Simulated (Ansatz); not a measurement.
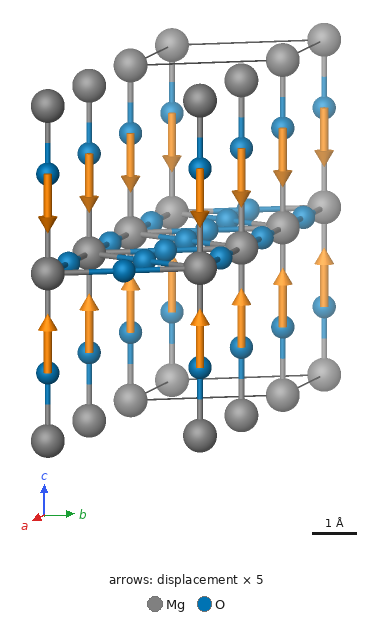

This is a relaxation of crystalline Mg₂O₅ (a generated structure, set up in P6/mmm) (coarse preliminary run). The starting structure is drawn; orange arrows show the displacements (the part carried along by the change of the cell is left out), 5 times their true length.

Style: ball-and-stick. Shown: the cell of the calculation, repeated 3 × 1 × 1 with one cell outlined, slightly off an axis.

The calculation used DFT PBE, scalar-relativistic, plane waves, PAW in Ansatz.

Input file:
```yaml
crystal:
  lattice:
    - [3.58375651, 0.0, 0.0]
    - [-1.79187825, 3.10362418, 0.0]
    - [0.0, 0.0, 7.6941726]
  atoms:
    - { symbol: Mg, position: [0.0, 0.0, 0.0] }
    - { symbol: Mg, position: [0.0, 0.0, 0.5] }
    - { symbol: O, position: [0.5, 0.0, 0.5], spin: 1.0 }
    - { symbol: O, position: [0.0, 0.5, 0.5], spin: 1.0 }
    - { symbol: O, position: [0.5, 0.5, 0.5], spin: 1.0 }
    - { symbol: O, position: [0.0, 0.0, 0.20306568], spin: 1.0 }
    - { symbol: O, position: [0.0, 0.0, 0.79693432], spin: 1.0 }
basis:
  ecutwfc: 420
kpoints:
  mp_grid: { grid: [6, 6, 2] }
hamiltonian:
  xc: pbe
scf:
  occupations: { method: gaussian, width: 0.1 }
  lower_state_search: "off"
output:
  forces: true
  stress: true
  eigenvalues: true
  populations: true
magnetization:
  spin_polarized: true
relax:
  adjacent_minimum: "off"
  f_tol: 0.04
  max_steps: 70
  cell: { stress_tol: 0.4 }
```

Launched with:
```bash
ansatz run input.yaml --threads 1 --pin off --max-ram 2048MiB --backend cpu --events-out ev --progress --plain --runs-dir out
```

**Which element moves most?**

Oxygen: up to 0.27 Å, against 0.00 Å for magnesium.

**What happened in the run?**

The largest moves relative to the cell, 0.27 Å, are those of O6 and O7. O6 goes along +c. Mg stays in place. The volume changes by +39.8 %, with a = b 3.584 → 4.253 Å (+18.7 %), c 7.694 → 7.636 Å (−0.8 %). Among the contacts that change: Mg2–O3 1.792 → 2.126 Å, O3–O4 1.792 → 2.126 Å, Mg2–O6 2.285 → 1.994 Å, Mg1–O6 1.562 → 1.824 Å. The space group stays P6/mmm (No. 191). The energy falls by 5.769 eV per cell of the calculation in 7 accepted moves (9 points after the start). The largest force component goes from 10 to 0.033 eV/Å. Pressure: 49.81 GPa at the start and −0.13 GPa at the end. At 2 points the geometry stayed and the basis and grid were re-selected for the new cell (energy shift of 0.448 eV per cell of the calculation at most each time). The run may lie on a higher electronic state than the lowest, so the end point isn't shown to be the ground-state structure. The run took 3.6 min on 1 thread of Arm Neoverse N1, on a shared host, peak memory 0.52 GiB.

Limits of the set-up: the k-point mesh is coarse for a cell with partly filled bands.
